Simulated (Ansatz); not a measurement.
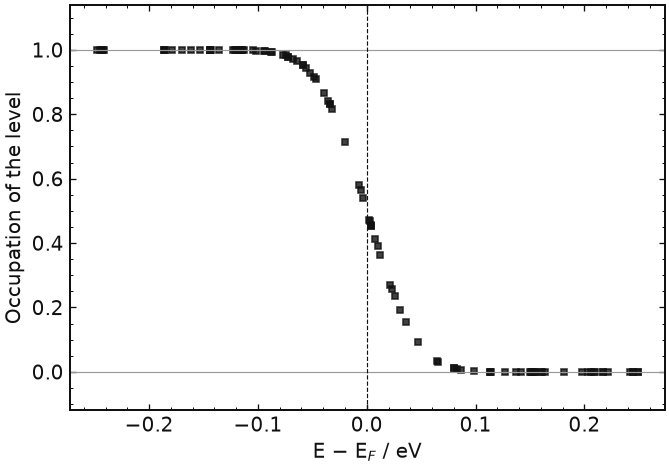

Occupations of the one-electron levels of the k mesh against their energy, from a run on N, space group P6_3/mmc (No. 194), 2 atoms in the cell, with Ansatz.

Which smearing scheme was used (Fermi-Dirac, Gaussian, Methfessel-Paxton or cold), and about what width?

Answer. Gaussian smearing with a width of 0.05 eV. The occupations stay between 0 and 1 and die off fast, as an error function; the slope at the Fermi level is 1/(√π × width).
